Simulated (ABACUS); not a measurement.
Run report: InAs, single-point calculation at one volume of an equation of state (part 2 of 2)

InAs (2 atoms in the cell); Kohn-Sham DFT of a periodic cell, PBE, PseudoDojo NC SR 0.4.1 PBE standard, no spin polarisation (ABACUS 3.10.1); cutoff 1360.57 eV, 7×7×7 k-mesh, fermi-dirac of 0.05 eV. The structure derives from an entry of the Crystallography Open Database. It belongs to a series of runs on one base structure; here: volume scaled by 1.06.

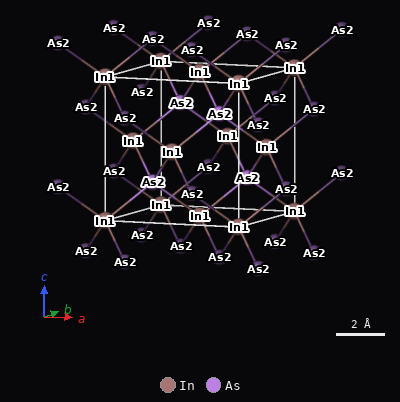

**Figure 1.** The structure (ball-and-stick view of the cell 4 times as large as that of the calculation, set on its symmetry axes, seen slightly off an axis; neighbours outside the cell are drawn fainter; atoms are numbered from 1 in the order of the input).

Output, continued
```
----------------------------------------------------------
     Energy           Rydberg                 eV
----------------------------------------------------------
 E_KohnSham     -345.0580436243      -4694.7555340237
 E_Harris       -345.0531034948      -4694.6883201126
 E_Fermi        0.5489065585         7.4682568645
----------------------------------------------------------

 LCAO ALGORITHM --------------- ION=   1  ELEC=   6--------------------------------

 Density error is 1.73328538317e-05
----------------------------------------------------------
     Energy           Rydberg                 eV
----------------------------------------------------------
 E_KohnSham     -345.0580436674      -4694.7555346096
 E_Harris       -345.0570417732      -4694.7419031399
 E_Fermi        0.5490220579         7.4698283155
----------------------------------------------------------

 LCAO ALGORITHM --------------- ION=   1  ELEC=   7--------------------------------

 Density error is 1.21686451015e-06
----------------------------------------------------------
     Energy           Rydberg                 eV
----------------------------------------------------------
 E_KohnSham     -345.0580436685      -4694.7555346243
 E_Harris       -345.0580986398      -4694.7562825468
 E_Fermi        0.5490451444         7.4701424227
----------------------------------------------------------

 LCAO ALGORITHM --------------- ION=   1  ELEC=   8--------------------------------

 Density error is 4.41458476999e-07
----------------------------------------------------------
     Energy           Rydberg                 eV
----------------------------------------------------------
 E_KohnSham     -345.0580436685      -4694.7555346243
 E_Harris       -345.0580246306      -4694.7552756000
 E_Fermi        0.5490438397         7.4701246720
----------------------------------------------------------

 LCAO ALGORITHM --------------- ION=   1  ELEC=   9--------------------------------

 Density error is 5.46339857292e-08
----------------------------------------------------------
     Energy           Rydberg                 eV
----------------------------------------------------------
 E_KohnSham     -345.0580436685      -4694.7555346243
 E_KS(sigma->0) -345.0580170640      -4694.7551726522
 E_Harris       -345.0580449657      -4694.7555522739
 E_band         -23.6477435831       -321.7440575731
 E_one_elec     -182.0634330867      -2477.1000874204
 E_Hartree      106.8318217839       1453.5215039812
 E_xc           -87.6103199615       -1191.9995550796
 E_Ewald        -182.2160591953      -2479.1766721613
 E_entropy(-TS) -0.0000532089        -0.0007239443
 E_descf        0.0000000000         0.0000000000
 E_exx          0.0000000000         0.0000000000
 E_Fermi        0.5490442355         7.4701300575
----------------------------------------------------------

 charge density convergence is achieved
 final etot is -4694.7555346 eV
 EFERMI = 7.4701300575 eV

 STATE ENERGY(eV) AND OCCUPATIONS    NSPIN == 1
 1/20 kpoint (Cartesian) = 0.0000 0.0000 0.0000 (1656 pws)
       1       -27.4945     0.00583090
       2       -27.4945     0.00583090
       3       -27.4945     0.00583090
       4       -27.4846     0.00583090
       5       -27.4846     0.00583090
       6       -6.94868     0.00583090
       7       -6.94868     0.00583090
       8       -6.94868     0.00583090
       9       -6.84324     0.00583090
      10       -6.84324     0.00583090
      11       -4.08325     0.00583090
      12        7.14132     0.00582279
      13        7.42774     0.00408236
      14        7.42774     0.00408236
      15        7.42774     0.00408236
      16        11.3412    1.38716e-36
      17        11.3412    1.38716e-36
      18        11.3412    1.38716e-36

 2/20 kpoint (Cartesian) = 0.023212 0.023212 0.023212 (1661 pws)
       1       -27.4945      0.0466472
       2       -27.4944      0.0466472
       3       -27.4944      0.0466472
       4       -27.4846      0.0466472
       5       -27.4846      0.0466472
       6       -6.96712      0.0466472
       7       -6.94247      0.0466472
       8       -6.94247      0.0466472
       9       -6.84318      0.0466472
      10       -6.84318      0.0466472
      11       -3.90296      0.0466472
      12        5.27559      0.0466472
      13        7.20794      0.0464022
      14        7.20794      0.0464022
      15        8.58077    1.05177e-11
      16        11.6674    1.62732e-38
      17        11.6769    1.34662e-38
      18        11.6769    1.34662e-38

 3/20 kpoint (Cartesian) = 0.046425 0.046425 0.046425 (1659 pws)
       1       -27.4944      0.0466472
       2       -27.4943      0.0466472
       3       -27.4943      0.0466472
       4       -27.4845      0.0466472
       5       -27.4845      0.0466472
       6       -7.00719      0.0466472
       7       -6.93036      0.0466472
       8       -6.93036      0.0466472
       9       -6.84107      0.0466472
      10       -6.84107      0.0466472
      11       -3.42114      0.0466472
      12        3.36919      0.0466472
      13        6.80981      0.0466471
      14        6.80981      0.0466471
      15        8.59878    7.33678e-12
      16        12.0968    3.03205e-42
      17        12.0968    3.03205e-42
      18        13.1409    2.58890e-51

 4/20 kpoint (Cartesian) = 0.069637 0.069637 0.069637 (1664 pws)
       1       -27.4944      0.0466472
       2       -27.4943      0.0466472
       3       -27.4943      0.0466472
       4       -27.4845      0.0466472
       5       -27.4845      0.0466472
       6       -7.03778      0.0466472
       7       -6.92303      0.0466472
       8       -6.92303      0.0466472
       9       -6.83683      0.0466472
      10       -6.83683      0.0466472
      11       -2.89891      0.0466472
      12        2.09028      0.0466472
      13        6.54727      0.0466472
      14        6.54727      0.0466472
      15        8.38188    5.61660e-10
      16        12.1143    2.14022e-42
      17        12.1143    2.14022e-42
      18        14.7223    4.76082e-65

 5/20 kpoint (Cartesian) = 0.0000 0.0000 0.046425 (1652 pws)
       1       -27.4945      0.0349854
       2       -27.4944      0.0349854
       3       -27.4944      0.0349854
       4       -27.4846      0.0349854
       5       -27.4845      0.0349854
       6       -6.97977      0.0349854
       7       -6.93623      0.0349854
       8       -6.93623      0.0349854
       9       -6.84798      0.0349854
      10       -6.83938      0.0349854
      11       -3.83784      0.0349854
      12        5.18613      0.0349854
      13        6.82525      0.0349853
      14        6.82525      0.0349853
      15        9.34010    2.00227e-18
      16        10.6350    1.13297e-29
      17        12.2700    7.12358e-44
      18        12.2700    7.12358e-44

 6/20 kpoint (Cartesian) = 0.023212 0.069637 0.023212 (1665 pws)
       1       -27.4945       0.139942
       2       -27.4943       0.139942
       3       -27.4943       0.139942
       4       -27.4846       0.139942
       5       -27.4845       0.139942
       6       -7.01238       0.139942
       7       -6.92566       0.139942
       8       -6.92310       0.139942
       9       -6.85077       0.139942
      10       -6.83596       0.139942
      11       -3.45491       0.139942
      12        3.77425       0.139942
      13        6.30070       0.139942
      14        6.39145       0.139942
      15        9.72327    3.76190e-21
      16        10.8436    6.98703e-31
      17        12.9300    5.27142e-49
      18        13.0266    7.63729e-50

[... levels at 14 further k points ...]

 correction force for each atom along direction 1 is 0.0254052
 correction force for each atom along direction 2 is 0.00277975
 correction force for each atom along direction 3 is 0.00583356
------------------------------------------------------------------------------------------
 TOTAL-FORCE (eV/Angstrom)
------------------------------------------------------------------------------------------
                       In1         0.0000000000         0.0000000000         0.0000000000
                       As1         0.0000000000         0.0000000000         0.0000000000
------------------------------------------------------------------------------------------

----------------------------------------------------------------
 TOTAL-STRESS (KBAR)
----------------------------------------------------------------
        14.4895901545        -0.0000000000         0.0000000000
        -0.0000000000        14.4895901545         0.0000000000
        -0.0000000000         0.0000000000        14.4895901545
----------------------------------------------------------------
 TOTAL-PRESSURE: 14.489590 KBAR

 --------------------------------------------
 !FINAL_ETOT_IS -4694.7555346243170789 eV
 --------------------------------------------
```

Standard output
```
ABACUS v3.10.1

               Atomic-orbital Based Ab-initio Computation at UStc

%%%%%%%%%%%%%%%%%%%%%%%%%%%%%%%%%%%%%%%%%%%%%%%%%%%%%%%%%%%%%%%%%%%%%%%%%%%%%%%%%%%%%%%%%%%%%%%%%%%%%%%%%
 Warning: the number of valence electrons in pseudopotential > 3 for In: [Kr] 4d10 5s2 5p1
 Warning: the number of valence electrons in pseudopotential > 5 for As: [Ar] 3d10 4s2 4p3
 Pseudopotentials with additional electrons can yield (more) accurate outcomes, but may be less efficient.
 If you're confident that your chosen pseudopotential is appropriate, you can safely ignore this warning.
%%%%%%%%%%%%%%%%%%%%%%%%%%%%%%%%%%%%%%%%%%%%%%%%%%%%%%%%%%%%%%%%%%%%%%%%%%%%%%%%%%%%%%%%%%%%%%%%%%%%%%%%%

 UNIFORM GRID DIM        : 54 * 54 * 54
 UNIFORM GRID DIM(BIG)   : 27 * 27 * 27
 ---------------------------------------------------------
 Self-consistent calculations for electrons
 ---------------------------------------------------------
 SPIN    KPOINTS         PROCESSORS  THREADS     NBASE
 1       20              4           4           36
 ---------------------------------------------------------
 Use Systematically Improvable Atomic bases
 ---------------------------------------------------------
 ELEMENT ORBITALS        NBASE       NATOM       XC
 In      2s2p2d-8au      18          1
 As      2s2p2d-7au      18          1
 ---------------------------------------------------------
 Initial plane wave basis and FFT box
 ---------------------------------------------------------
 -------------------------------------------
 SELF-CONSISTENT :
 -------------------------------------------
 START CHARGE      : atomic
 ITER       ETOT/eV          EDIFF/eV         DRHO     TIME/s
 GE1     -4.69453993e+03   0.00000000e+00   4.3160e-02   0.71
 GE2     -4.69474162e+03  -2.01694745e-01   1.2550e-02   0.46
 GE3     -4.69475503e+03  -1.34102095e-02   4.5740e-03   0.52
 GE4     -4.69475552e+03  -4.84840042e-04   6.0575e-04   0.50
 GE5     -4.69475553e+03  -1.51640389e-05   1.3661e-04   0.37
 GE6     -4.69475553e+03  -5.85848571e-07   1.7333e-05   0.70
 GE7     -4.69475553e+03  -1.47408971e-08   1.2169e-06   0.62
 GE8     -4.69475553e+03   4.02165083e-11   4.4146e-07   0.42
 GE9     -4.69475553e+03  -4.87238466e-11   5.4634e-08   0.52
----------------------------------------------------------------
 TOTAL-STRESS (KBAR)
----------------------------------------------------------------
        14.4895901545        -0.0000000000         0.0000000000
        -0.0000000000        14.4895901545         0.0000000000
        -0.0000000000         0.0000000000        14.4895901545
----------------------------------------------------------------
 TOTAL-PRESSURE: 14.489590 KBAR
```

File mulliken.txt
```
 0
CALCULATE THE MULLIkEN ANALYSIS FOR EACH ATOM
 Total charge:	28
Decomposed Mulliken populations
0                             Zeta of In              Spin 1
s                                      0              1.3678
s                                      1              0.0012
SUM OVER M+Zeta                                       1.3690

pz                                     0              0.4514
px                                     0              0.4742
py                                     0              0.5061
SUM OVER M                                            1.4317
pz                                     1             -0.0157
px                                     1             -0.0133
py                                     1             -0.0052
SUM OVER M                                           -0.0342
SUM OVER M+Zeta                                       1.3975

dz^2                                   0              1.9980
dxz                                    0              1.9929
dyz                                    0              1.9931
dx^2-y^2                               0              1.9985
dxy                                    0              1.9934
SUM OVER M                                            9.9759
dz^2                                   1              0.0432
dxz                                    1              0.0510
dyz                                    1              0.0477
dx^2-y^2                               1              0.0270
dxy                                    1              0.0585
SUM OVER M                                            0.2273
SUM OVER M+Zeta                                      10.2032

SUM OVER M+Zeta+L                                    12.9696

Total Charge on atom:                 In             12.9696


1                             Zeta of As              Spin 1
s                                      0              1.8177
s                                      1              0.0330
SUM OVER M+Zeta                                       1.8507

pz                                     0              1.0239
px                                     0              1.0540
py                                     0              1.1014
SUM OVER M                                            3.1793
pz                                     1             -0.0349
px                                     1             -0.0349
py                                     1             -0.0224
SUM OVER M                                           -0.0921
SUM OVER M+Zeta                                       3.0872

dz^2                                   0              2.0000
dxz                                    0              1.9998
dyz                                    0              1.9999
dx^2-y^2                               0              2.0000
dxy                                    0              1.9999
SUM OVER M                                            9.9996
dz^2                                   1              0.0134
dxz                                    1              0.0206
dyz                                    1              0.0223
dx^2-y^2                               1              0.0090
dxy                                    1              0.0274
SUM OVER M                                            0.0928
SUM OVER M+Zeta                                      10.0924

SUM OVER M+Zeta+L                                    15.0304

Total Charge on atom:                 As             15.0304
```

The run was set up as follows.

The input
```
INPUT_PARAMETERS
suffix              InAs
calculation         scf
basis_type          lcao
pseudo_dir          ./
orbital_dir         ./
symmetry            1
dft_functional      pbe
ecutwfc             100
pseudo_rcut         10
nspin               1
nbands              18
ks_solver           genelpa
smearing_method     fd
smearing_sigma      0.00367493
scf_thr             1e-07
scf_nmax            100
mixing_type         broyden
mixing_beta         0.7
cal_force           1
cal_stress          1
out_mul             1
```

File STRU
```
ATOMIC_SPECIES
In 114.8180 In.upf
As 74.9216 As.upf

NUMERICAL_ORBITAL
In_confined-atom_8au_2s2p2d.orb
As_confined-atom_7au_2s2p2d.orb

LATTICE_CONSTANT
1.8897261246

LATTICE_VECTORS
0.0000000000 3.0771914981 3.0771914981
3.0771914981 0.0000000000 3.0771914981
3.0771914981 3.0771914981 0.0000000000

ATOMIC_POSITIONS
Direct

In
0.0
1
0.0000000000 0.0000000000 0.0000000000 1 1 1

As
0.0
1
0.7500000000 0.7500000000 0.7500000000 1 1 1
```

File KPT
```
K_POINTS
0
Gamma
7 7 7 0 0 0
```

Command:
```bash
OMP_NUM_THREADS=1 mpirun -np 4 abacus > log
```

Key numbers

| quantity | value |
| --- | --- |
| outcome | converged |
| space group (tolerance 0.01 Å) | F-43m (216) |
| electrons treated | 28 |
| free energy | −4694.7555 eV |
| Fermi energy | 7.470 eV |
| gap on the k-point mesh | none (metallic) |
| pressure | 1.45 GPa |
| largest force (length of the vector) | under 0.001 eV/Å |
| hardware | 4 threads of Intel Xeon (Sapphire Rapids), 64 GiB of memory available, shared host |
| wall time | 6.8 s (CPU time 24 s) |
| peak memory | 0.44 GiB |

Remarks

Points of doubt noted for this run: home made orbitals.
